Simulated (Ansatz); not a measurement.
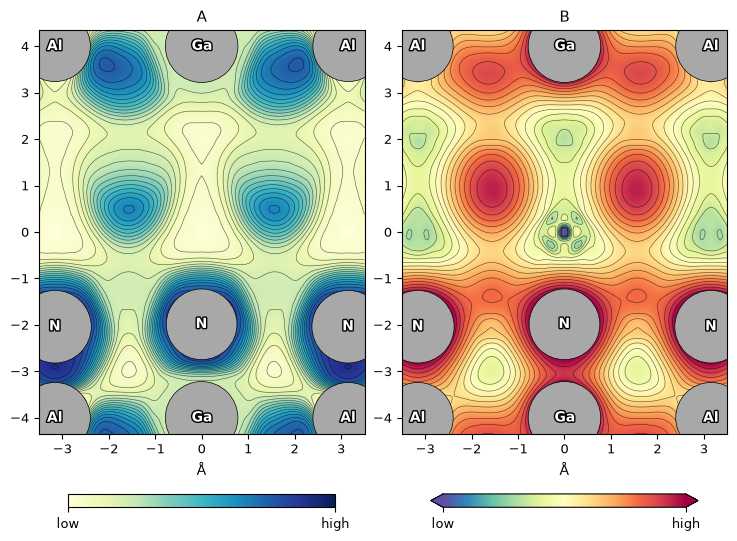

AlGa₃N₄: 2 fields on the (100) plane of the conventional cell, with unlabelled colour scales. Grey discs cover the atomic cores.

Space group R3m; a point of a scan over the structure, not its minimum; a structure from a database of computed crystals, not necessarily the ambient phase; changed on purpose from its base cell (equal engineering shear yz, xz and xy +0.0233, equal normal strain along x, y and z +0.0200); computed pressure about −10 GPa in this cell; PAW files of the earlier set (soft_1).

These are results of DFT LDA, scalar-relativistic, plane waves, PAW (Ansatz 0.2.0), not measurements.

Question: The panels show electron localisation function and valence pseudo-density in some order. Assign them.

Answer: Panel A: electron localisation function. Panel B: valence pseudo-density. From the grid: Al–N (1.96 Å): ρ at the midpoint is about 0.61 e/Å³; the ELF peaks at about 0.90 between the atoms, as expected for a polar covalent bond. Ga–N (2.01 Å): ρ is about 0.65 e/Å³ halfway; the ELF peaks at about 0.85 in the valence shell of N, 0.7 Å from its nucleus, and is about 0.45 at the midpoint.
